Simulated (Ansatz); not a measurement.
Geometry relaxation of Li15H17 (charge +1) (part 1 of 2)

- system: Li15H17 (defect cell, 32 atoms in the cell, total charge +1)
- method: DFT PBE, scalar-relativistic, plane waves, PAW, spin-polarised (Ansatz 0.2.0)

The structure derives from a Materials Project entry. It belongs to a series of runs on one base structure; here: H on a Li site (a), charge +1, atoms relaxed at the host's cell.

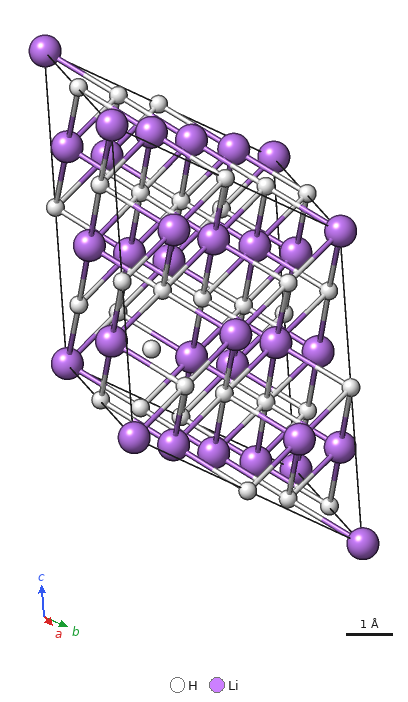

Figure 1. The input geometry (ball-and-stick view of the cell of the calculation, seen slightly off an axis).

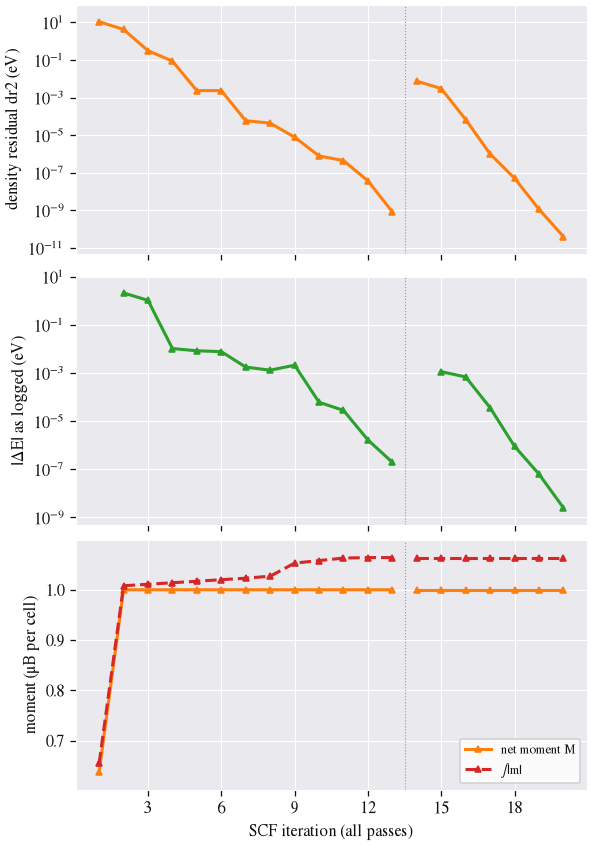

Figure 2. Convergence of the self-consistent field: density residual dr2, size of the energy change and magnetic moment against the SCF iteration. The dotted lines part the SCF passes of the relaxation: geometry steps, rejected trials and re-solves on a re-selected basis. The passes take 13 and 7 iterations. The net moment goes from 0.6 to 1.0 μB per cell.

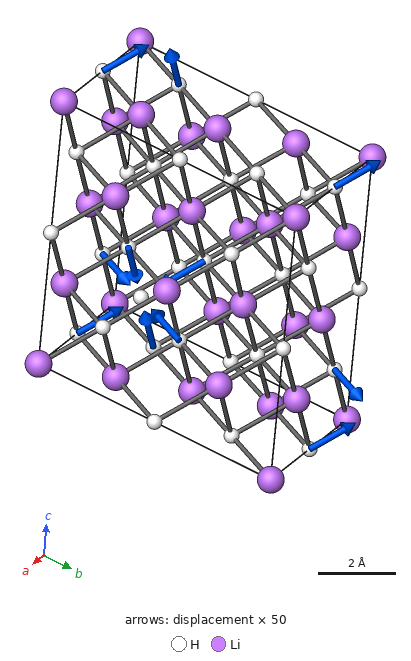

Figure 3. The starting structure with the displacements as blue arrows, magnified 50 times (ball-and-stick view of the cell of the calculation, seen slightly off an axis). The largest moves, 0.029 Å, are those of H17, H19, H22, H23, H28 and H29. Largest moves by element: H 0.029 Å, Li 0.004 Å. The cell doesn't change. Among the contacts that change: Li12–H17 2.034 → 2.063 Å. Over 1 geometry step the energy falls by 0.1 meV per atom. The largest force component goes from 0.046 to 0.0019 eV/Å. (Atoms are counted from 1 in the order of the input.)

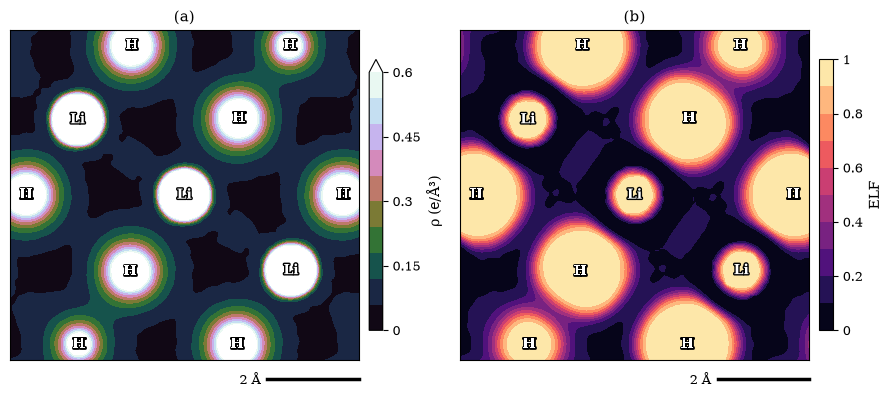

Figure 4. (a) valence pseudo-density; (b) electron localisation function on the (010) plane of the calculation cell. The section cuts through H and Li sites. Li–H (2.00 Å): the density is about 0.12 e/Å³ at the midpoint; the ELF climbs to about 1 towards the hydrogen. Away from the nuclei the density in this plane falls to 0.04 e/Å³ at its lowest. The strong features right at Li lie inside the PAW spheres (semicore, d or f shells) and say nothing about bonding. Core electrons are frozen (PAW), so the fields are smoothed inside the atomic spheres.

The input and output of the run follow.

### Input
```yaml
crystal:
  lattice:
    - [4.0071000521, -4.0071000521, -4.0071000521]
    - [-4.0071000521, 4.0071000521, -4.0071000521]
    - [4.0071000521, 4.0071000521, 4.0071000521]
  atoms:
    - { symbol: H, position: [0.5, 0.25, 0.25], spin: 0.143 }
    - { symbol: Li, position: [0.5, 0.0024023336, 0.4975976664] }
    - { symbol: Li, position: [0.2524023336, 0.4975976664, 0.25] }
    - { symbol: Li, position: [0.5, 0.75, 0.75] }
    - { symbol: Li, position: [0.2524023336, 0.25, 0.4975976664] }
    - { symbol: Li, position: [0.5, 0.4975976664, 0.0024023336] }
    - { symbol: Li, position: [0.2524023336, 0.0024023336, 0.7548046672] }
    - { symbol: Li, position: [0.0, 0.75, 0.25] }
    - { symbol: Li, position: [-0.0048046672, 0.4975976664, 0.4975976664] }
    - { symbol: Li, position: [0.2524023336, 0.7548046672, 0.0024023336] }
    - { symbol: Li, position: [0.7475976664, 1.0024023336, 0.25] }
    - { symbol: Li, position: [0.0, 0.25, 0.75] }
    - { symbol: Li, position: [0.0048046672, 0.0024023336, 0.0024023336] }
    - { symbol: Li, position: [0.7475976664, 0.7451953328, 0.4975976664] }
    - { symbol: Li, position: [0.7475976664, 0.4975976664, 0.7451953328] }
    - { symbol: Li, position: [0.7475976664, 0.25, 0.0024023336] }
    - { symbol: H, position: [0.7462046499, 0.25, 0.4962046499], spin: 0.143 }
    - { symbol: H, position: [0.75, 0.0, 0.75] }
    - { symbol: H, position: [0.5, 0.4962046499, 0.4962046499], spin: 0.143 }
    - { symbol: H, position: [0.75, 0.75, 0.0] }
    - { symbol: H, position: [0.5, 0.25, 0.75] }
    - { symbol: H, position: [0.7462046499, 0.4962046499, 0.25], spin: 0.143 }
    - { symbol: H, position: [0.5, 0.0037953501, 0.0037953501], spin: 0.143 }
    - { symbol: H, position: [0.25, 0.75, 0.5] }
    - { symbol: H, position: [0.25, 0.5, 0.75] }
    - { symbol: H, position: [0.5, 0.75, 0.25] }
    - { symbol: H, position: [0.0, 0.0, 0.5] }
    - { symbol: H, position: [0.2537953501, 0.25, 0.0037953501], spin: 0.143 }
    - { symbol: H, position: [0.2537953501, 0.0037953501, 0.25], spin: 0.143 }
    - { symbol: H, position: [0.0, 0.75, 0.75] }
    - { symbol: H, position: [0.0, 0.5, 0.0] }
    - { symbol: H, position: [0.0, 0.25, 0.25] }
  host:
    lattice:
      - [0.0, 2.003550026, 2.003550026]
      - [2.003550026, 0.0, 2.003550026]
      - [2.003550026, 2.003550026, 0.0]
    atoms:
      - { symbol: Li, position: [0.0, 0.0, 0.0] }
      - { symbol: H, position: [0.5, 0.5, 0.5] }
total_charge: 1
basis:
  ecutwfc: 420
  xc_grid: 2
kpoints:
  mp_grid: { grid: [2, 2, 2], shift: [0.5, 0.5, 0.5] }
hamiltonian:
  xc: pbe
scf:
  occupations: { method: gaussian, width: 0.01 }
output:
  forces: true
  stress: false
  eigenvalues: true
  populations: true
  charged_corrections:
    defect_position: [0.5, 0.25, 0.25]
    epsilon: [[14.9362, 0.0, 0.0], [0.0, 14.9362, 0.0], [0.0, 0.0, 14.9362]]
  write_density: true
  write_potential: true
  elf: true
  volumetric_format: npy
magnetization:
  spin_polarized: true
relax:
  adjacent_minimum: "off"
  f_tol: 0.025
  max_steps: 45
```

Launched with:
```bash
ansatz run input.yaml --threads 4 --pin off --max-ram 6144MiB --backend cpu --events-out ev --progress --plain --runs-dir out
```

### What the program printed
```
Engine: ansatz 0.2.0, x86_64-unknown-linux-gnu
Pseudopotentials: kind: paw
Pseudopotential: H, paw, valence charge 1, recommended cutoff 420 eV (normal), H.paw.azcp
Pseudopotential: Li, paw, valence charge 3, recommended cutoff 420 eV (normal), Li.paw.azcp
Functional definition: PBE
  parameter kappa = 0.804
  parameter beta = 0.06672455060314922
  exchange = pbe_x(kappa = kappa, mu = beta*pi^2/3)
  correlation = pbe_c(beta = beta)
Crystal: 32 atoms, lattice volume = 257.366 Å³
Basis set: ecut = 420 eV, 5017 PW (Γ), exchange–correlation on 96×96×96 points (8 copies of the dense FFT grid, shifted against one another)
Bands: 64, of which v1, the nominal top of the filled ones, is band 31 counted from 1 (30 counted from 0)
Symmetry: 48 space group operations
Space group: Im-3m (ITA 229), of the structure as read, at distance tolerance 6.4e-5 Å
Magnetic group: BNS 229.140 (UNI 1642), of the structure as read, at distance tolerance 6.4e-5 Å
k-points: 2 of 8
Non-local potential: H, projectors of the file, l = 0: 2, l = 1: 1
Non-local potential: Li, projectors of the file, l = 0: 3, l = 1: 2, l = 2: 1
PAW form: soft (Blöchl's): semilocal exchange-correlation on the pseudo side does not see the compensation charge
PAW one-centre angular grid: H, 110 points (default); XC on 64 Gauss nodes
PAW one-centre angular grid: Li, 110 points (default); XC on 64 Gauss nodes
Starting moments: Σ|m| = 1.001 μB on 7 of 32 sites
Initial wavefunctions: pseudopotential atomic-orbital guess
Functional: x = pbe(κ = 0.804, μ = 0.2195149727645171), c = pbe(β = 0.06672455060314922)
SCF iter   1: F=—  HF=-3352.670587 eV  |F-HF|=—  |Δ(HF+E_count)|=         —  Δρ=3.08e-2 (↑3.08e-2 ↓2.83e-2)  dr2=1.08e1  dr2_m=1.88e-2  M=0.637 μB ∫|m|=0.655 μB  β_m=0.30  ethr=3.10e-3  ⟨swp⟩=6.5  Hψ=1266  notcnv=0  defer=40
preconditioner: auto → Resta (q_TF=auto, 2.146 Å⁻¹)  ε∞=2.4  [insulator: Δε(μ)=0.308 eV  Ē_g=10.796 eV  σ=0.010 eV  W_gap=0.76  n_scr=42 (ndim 8)  ℏωp=12.9 eV  f_vac=0.000  D(μ)=50.52/eV (n_scr^D=934)  ε∞_Penn≈2.4]
spin=Collinear: Resta preconditioning applied to the charge; magnetization (m = ρ↑ − ρ↓) channel mixes plain (no charge-response kernel on spin).
SCF iter   2: F=—  HF=-3350.559075 eV  |F-HF|=—  |Δ(HF+E_count)|=    2.11e0  Δρ=2.10e-2 (↑2.10e-2 ↓1.70e-2)  dr2=4.21e0  dr2_m=1.62e-2  M=1.000 μB ∫|m|=1.008 μB  β_m=0.30  ethr=3.10e-3  ⟨swp⟩=2.0  Hψ=309  notcnv=0  defer=102
SCF iter   3: F=—  HF=-3349.518835 eV  |F-HF|=—  |Δ(HF+E_count)|=    1.04e0  Δρ=5.69e-3 (↑5.07e-3 ↓5.69e-3)  dr2=3.11e-1  dr2_m=1.62e-2  M=1.000 μB ∫|m|=1.011 μB  β_m=0.30  ethr=3.10e-3  ⟨swp⟩=2.2  Hψ=235  notcnv=0  defer=102
SCF iter   4: F=—  HF=-3349.508453 eV  |F-HF|=—  |Δ(HF+E_count)|=   1.04e-2  Δρ=3.96e-3 (↑3.96e-3 ↓2.57e-3)  dr2=8.69e-2  dr2_m=7.69e-3  M=1.000 μB ∫|m|=1.014 μB  β_m=0.30  ethr=5.09e-4  ⟨swp⟩=2.0  Hψ=319  notcnv=0  defer=107
SCF iter   5: F=—  HF=-3349.516807 eV  |F-HF|=—  |Δ(HF+E_count)|=   8.35e-3  Δρ=1.82e-3 (↑1.44e-3 ↓1.82e-3)  dr2=2.34e-3  dr2_m=4.88e-3  M=1.000 μB ∫|m|=1.017 μB  β_m=0.30  ethr=1.43e-4  ⟨swp⟩=2.0  Hψ=227  notcnv=0  defer=108
SCF iter   6: F=—  HF=-3349.524545 eV  |F-HF|=—  |Δ(HF+E_count)|=   7.74e-3  Δρ=1.29e-3 (↑1.29e-3 ↓1.03e-3)  dr2=2.35e-3  dr2_m=2.88e-3  M=1.000 μB ∫|m|=1.020 μB  β_m=0.30  ethr=3.84e-6  ⟨swp⟩=2.2  Hψ=261  notcnv=0  defer=108
SCF iter   7: F=—  HF=-3349.526304 eV  |F-HF|=—  |Δ(HF+E_count)|=   1.76e-3  Δρ=8.91e-4 (↑8.91e-4 ↓8.81e-4)  dr2=5.86e-5  dr2_m=1.84e-3  M=1.000 μB ∫|m|=1.023 μB  β_m=0.30  ethr=3.84e-6  ⟨swp⟩=2.0  Hψ=241  notcnv=0  defer=108
Mixer restart at iter 7: flushing history
spin-set hold released at iteration 7 (site moments contracting): the magnetisation degrees of freedom join the quasi-Newton model from the next iteration; the mixer history was flushed
SCF iter   8: F=—  HF=-3349.527610 eV  |F-HF|=—  |Δ(HF+E_count)|=   1.31e-3  Δρ=7.05e-4 (↑6.85e-4 ↓7.05e-4)  dr2=4.36e-5  dr2_m=1.13e-3  M=1.000 μB ∫|m|=1.027 μB  β_m=0.61  ethr=9.61e-8  ⟨swp⟩=2.0  Hψ=211  notcnv=0  defer=108
SCF iter   9: F=—  HF=-3349.529721 eV  |F-HF|=—  |Δ(HF+E_count)|=   2.11e-3  Δρ=1.21e-4 (↑1.21e-4 ↓9.02e-5)  dr2=7.82e-6  dr2_m=2.52e-5  M=1.000 μB ∫|m|=1.053 μB  β_m=0.68  ethr=2.56e-8  ⟨swp⟩=13.2  Hψ=1990  notcnv=0
SCF iter  10: F=—  HF=-3349.529782 eV  |F-HF|=—  |Δ(HF+E_count)|=   6.10e-5  Δρ=6.45e-5 (↑5.49e-5 ↓6.45e-5)  dr2=7.84e-7  dr2_m=8.18e-6  M=1.000 μB ∫|m|=1.058 μB  β_m=0.84  ethr=1.28e-8  ⟨swp⟩=9.0  Hψ=1295  notcnv=0
SCF iter  11: F=—  HF=-3349.529810 eV  |F-HF|=—  |Δ(HF+E_count)|=   2.80e-5  Δρ=2.09e-5 (↑2.09e-5 ↓9.78e-6)  dr2=4.45e-7  dr2_m=5.02e-7  M=1.000 μB ∫|m|=1.063 μB  β_m=0.87  ethr=1.29e-9  ⟨swp⟩=9.0  Hψ=1287  notcnv=0
SCF iter  12: F=—  HF=-3349.529811 eV  |F-HF|=—  |Δ(HF+E_count)|=   1.66e-6  Δρ=5.23e-6 (↑5.07e-6 ↓5.23e-6)  dr2=3.70e-8  dr2_m=5.66e-8  M=1.000 μB ∫|m|=1.064 μB  β_m=0.93  ethr=7.29e-10  ⟨swp⟩=8.0  Hψ=1091  notcnv=0
SCF iter  13: F=-3349.529812 eV  HF=-3349.529812 eV  |F-HF|=6.96e-10  |Δ(HF+E_count)|=   1.95e-7  Δρ=4.76e-7 (↑4.76e-7 ↓4.49e-7)  dr2=8.30e-10  dr2_m=3.22e-10  M=1.000 μB ∫|m|=1.064 μB  ethr=6.07e-11  ⟨swp⟩=6.0  Hψ=837  notcnv=0
SCF 1 converged in 13 iterations: F = -3349.529812 eV  dr2 = 8.30e-10
  greatest PAW one-centre occupation: 1.000 electrons in one spin orbital (limit 2), on the Li atom at site 11 (counted from 0), in its partial waves of l = 0
relax step   1: F+E_penalty+E_count = -3349.52981151 eV  Δ(F+E_penalty+E_count) = +0.000e0 eV  max|allowed force component| = 4.588e-2 eV/Å  Δτ_max = 0.0000 Å  (13 SCF iters, dr2 threshold 1.56e-5 eV, accepted)
Initial density: handed on by an earlier stage of this run
Starting moments: Σ|m| = 1.001 μB on 7 of 32 sites; this step starts from the density that it was given
Initial wavefunctions: those handed on with the density
iter 1 solved again at ethr=1.24e-5 eV; its pass at ethr=3.10e-3 eV (dr2=7.54e-3 eV) is discarded
SCF iter   1: F=—  HF=-3349.535735 eV  |F-HF|=—  |Δ(HF+E_count)|=         —  Δρ=7.94e-4 (↑6.73e-4 ↓7.94e-4)  dr2=7.47e-3  dr2_m=1.33e-5  M=1.000 μB ∫|m|=1.063 μB  β_m=0.30  ethr=1.24e-5  ⟨swp⟩=1.5  Hψ=654  notcnv=0  defer=102
preconditioner: auto → Resta (q_TF=auto, 2.146 Å⁻¹)  ε∞=2.5  [insulator: Δε(μ)=0.147 eV  Ē_g=10.537 eV  σ=0.010 eV  W_gap=0.67  n_scr=42 (ndim 8)  ℏωp=12.9 eV  f_vac=0.000  D(μ)=38.57/eV (n_scr^D=626)  ε∞_Penn≈2.5]
spin=Collinear: Resta preconditioning applied to the charge; magnetization (m = ρ↑ − ρ↓) channel mixes plain (no charge-response kernel on spin).
SCF iter   2: F=—  HF=-3349.534592 eV  |F-HF|=—  |Δ(HF+E_count)|=   1.14e-3  Δρ=5.61e-4 (↑4.60e-4 ↓5.61e-4)  dr2=3.01e-3  dr2_m=1.24e-5  M=1.000 μB ∫|m|=1.063 μB  β_m=0.57  ethr=1.22e-5  ⟨swp⟩=2.0  Hψ=158  notcnv=0  defer=102
SCF iter   3: F=—  HF=-3349.533908 eV  |F-HF|=—  |Δ(HF+E_count)|=   6.85e-4  Δρ=1.08e-4 (↑6.76e-5 ↓1.08e-4)  dr2=6.75e-5  dr2_m=2.81e-6  M=1.000 μB ∫|m|=1.063 μB  β_m=0.67  ethr=4.93e-6  ⟨swp⟩=2.5  Hψ=238  notcnv=0  defer=102
SCF iter   4: F=—  HF=-3349.533871 eV  |F-HF|=—  |Δ(HF+E_count)|=   3.62e-5  Δρ=1.49e-5 (↑1.49e-5 ↓1.29e-5)  dr2=1.00e-6  dr2_m=1.73e-7  M=1.000 μB ∫|m|=1.063 μB  β_m=0.81  ethr=1.11e-7  ⟨swp⟩=1.8  Hψ=235  notcnv=0  defer=102
iter 5 did not close the SCF: its close was put off for a magnetic moment that had not settled (scf_convergence_deferred on its scf_iter line)
SCF iter   5: F=-3349.533872 eV  HF=-3349.533872 eV  |F-HF|=4.12e-8  |Δ(HF+E_count)|=   9.02e-7  Δρ=3.51e-6 (↑3.15e-6 ↓3.51e-6)  dr2=5.10e-8  dr2_m=1.29e-8  M=1.000 μB ∫|m|=1.063 μB  β_m=0.89  ethr=1.64e-10  ⟨swp⟩=11.2  Hψ=1532  notcnv=0
iter 6 did not close the SCF: its close was put off for a magnetic moment that had not settled (scf_convergence_deferred on its scf_iter line)
SCF iter   6: F=-3349.533872 eV  HF=-3349.533872 eV  |F-HF|=1.56e-9  |Δ(HF+E_count)|=   6.33e-8  Δρ=8.05e-7 (↑8.05e-7 ↓4.85e-7)  dr2=1.15e-9  dr2_m=7.02e-10  M=1.000 μB ∫|m|=1.063 μB  β_m=0.92  ethr=8.37e-11  ⟨swp⟩=3.5  Hψ=741  notcnv=0
SCF iter   7: F=-3349.533872 eV  HF=-3349.533872 eV  |F-HF|=2.65e-10  |Δ(HF+E_count)|=   2.52e-9  Δρ=2.91e-7 (↑2.32e-7 ↓2.91e-7)  dr2=4.03e-11  dr2_m=1.54e-10  M=1.000 μB ∫|m|=1.063 μB  ethr=1.89e-12  ⟨swp⟩=3.0  Hψ=680  notcnv=0
the starting moments were not kept: 1 of 7 ended reversed and 6 kept their direction, counting a site from 0.1 of the cell's largest site moment. The largest reversed, site 0 (counted from 0, in the order of the report's site_moments_mub), started with +0.143 μB and closes at -1.2e-2 μB in its sphere.
SCF 2 converged in 7 iterations: F = -3349.533872 eV  dr2 = 4.03e-11
```
